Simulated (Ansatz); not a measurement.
```
Sn O
1.0
     3.23734    1.86908    4.29084
    -3.23734    1.86908    4.29084
     0.00000   -3.73816    4.29084
Sn O
4 8
Direct
  0.86477 0.86478 0.86478
  0.36480 0.36479 0.86479
  0.36480 0.86479 0.36479
  0.86478 0.36479 0.36479
  0.09659 0.63346 0.63346
  0.59658 0.13349 0.63346
  0.59658 0.63346 0.13349
  0.63300 0.59611 0.59611
  0.09659 0.13348 0.13348
  0.13301 0.09608 0.59612
  0.13301 0.59612 0.09608
  0.63296 0.09609 0.09609
```

Space group C2/m; a structure from a database of computed crystals, not necessarily the ambient phase; not relaxed (largest force 1.8 eV/Å); computed pressure about 3 GPa in this cell; PAW files of the earlier set (soft_1).

Theory: Ansatz 0.2.0, DFT PBE+D3(BJ), scalar-relativistic, plane waves, PAW.

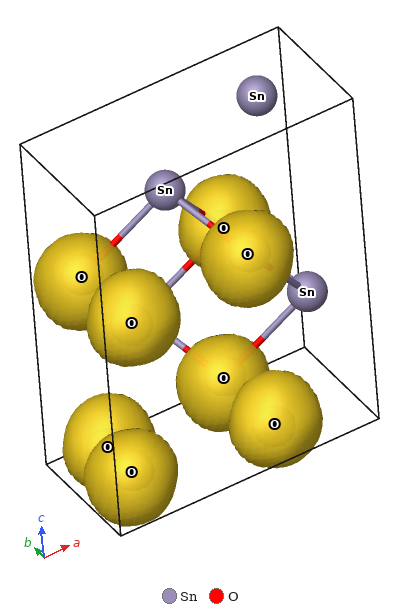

SnO2. Isosurface of the electron localisation function at 0.7 (yellow), seen slightly off an axis. Only the valence region is drawn (cores and ρ < 0.01 e/Å³ removed). Sticks mark near contacts.

In a PAW calculation such maps are meaningful between the atoms, not at the nuclei.

Describe the localisation domains.

The ELF exceeds this value in eight regions wrapped around O (the valence shell of each), counted in one cell of 12 atoms. Regions shared between cells count once. Profiles from the grid: Sn–O (1.99 Å): the ELF peaks at about 0.80 in the valence shell of O, 0.6 Å from its nucleus, and is about 0.30 at the midpoint. Sn–O (2.18 Å): the ELF peaks at about 0.80 in the valence shell of O, 0.6 Å from its nucleus, and is about 0.25 at the midpoint: no shared electron pair shows on this line.
